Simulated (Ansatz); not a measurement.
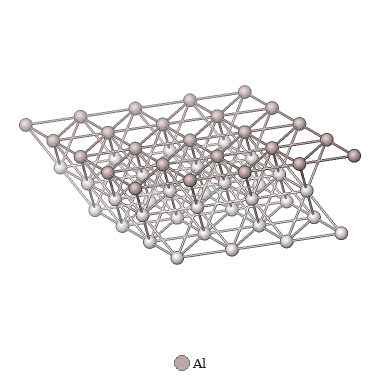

The system is N on an Al(111) slab cut from the Fm-3m phase, its upper half relaxed before the scan (12 atoms of substrate and one adsorbate in a 2 × 2 cell); the picture shows it without the atoms that are moved over the map. N is moved over the surface cell; relaxed at each place: the height of the adsorbate's atoms; substrate rigid; the origin of the map has the adsorbate above Al9. Places are given modulo a cell vector. The map is drawn in real space over the plane of the surface. The scan uses a 6 × 6 grid; 10 points were computed and 26 follow by symmetry. Places are given in fractions of the 1 × 1 surface cell. Energies: eV, counted from the lowest grid point. Computed with Ansatz, DFT PBE, scalar-relativistic, plane waves, PAW. Settings: cutoff 420 eV, k-mesh 6×6×1, gaussian smearing 0.1 eV, no spin polarisation.

Range: position of N13 along the first surface vector from 0.000 to 0.833; position of N13 along the second surface vector from 0.000 to 0.833.

### What will the energy surface look like?

The lowest grid point is at a threefold hollow over a third-layer Al atom, (4/6, 2/6) of the cell vectors. A higher local minimum lies near a threefold hollow over a second-layer Al atom, (2/6, 4/6) of the cell vectors (0.26 eV above the lowest at that grid point). The highest grid point, the top site over a surface Al atom, (0/6, 0/6) of the cell vectors, lies 4.18 eV above the lowest. On the interpolated surface the easiest way out of the lowest well to the well at a threefold hollow over a second-layer Al atom, (2/6, 4/6) of the cell vectors passes a barrier of about 1.1 eV. At the lowest point the adsorbate has 3 Al at 1.85 Å as nearest neighbours, at the highest 1 Al at 1.76 Å. Its relaxed height above the top atom is 0.83 Å at the lowest and 1.76 Å at the highest point.

```tsv
second ↓, first →	0/6	1/6	2/6	3/6	4/6	5/6
5/6	3.83	3.10	1.44	1.44	3.10	3.83
4/6	2.65	1.44	0.26	1.44	2.65	3.03
3/6	1.12	1.44	1.44	1.12	1.27	1.27
2/6	2.65	3.10	2.65	1.27	0.00	1.27
1/6	3.83	3.83	3.03	1.27	1.27	3.03
0/6	4.18	3.83	2.65	1.12	2.65	3.83
```

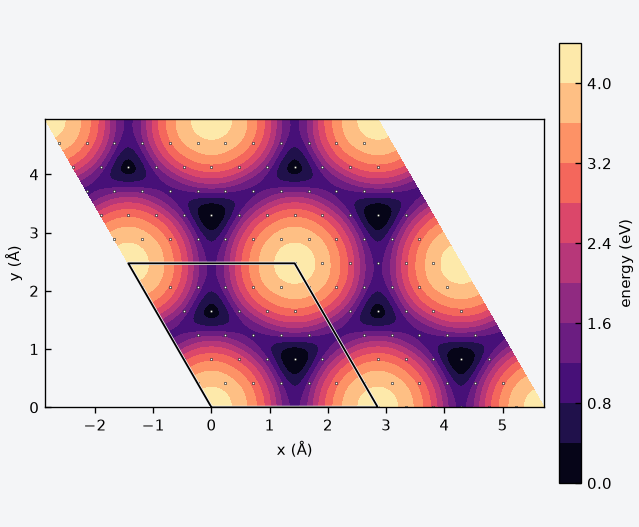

Drawn: filled contours, dots at the grid points, the outline of one cell of the 2 × 2 shown. Between grid points the surface is interpolated.

Each point was launched as `ansatz run input.yaml --threads 4 --pin off --max-ram 12288MiB --backend cpu --events-out ev --progress --plain --runs-dir out`. Time for the 10 points that were run: 4.2 min on 4 threads of Arm Neoverse V1 (shared host).
